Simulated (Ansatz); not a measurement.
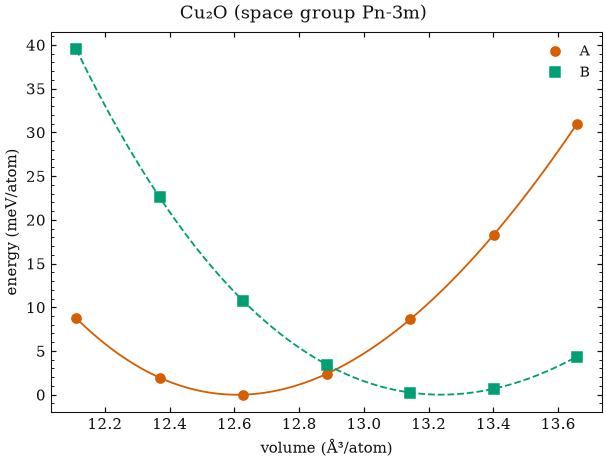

The picture above shows the energy against volume, with one curve for each functional, for Cu₂O (space group Pn-3m). The labels are replaced by letters. In alphabetical order the cases are: PBE; r2SCAN + rVV10.

How it was computed, with Ansatz 0.2.0: plane-wave DFT, no spin polarisation; energies at scaled volumes of the given cell, shape and fractions fixed, counted from the fit's minimum, third-order Birch-Murnaghan fit. All runs: no spin polarisation.

```
       setting        value
        k mesh        6×6×6
   occupations  Fermi–Dirac
smearing width      0.05 eV
```

Q: Which letter stands for which functional?

A: A: r2SCAN + rVV10; B: PBE.
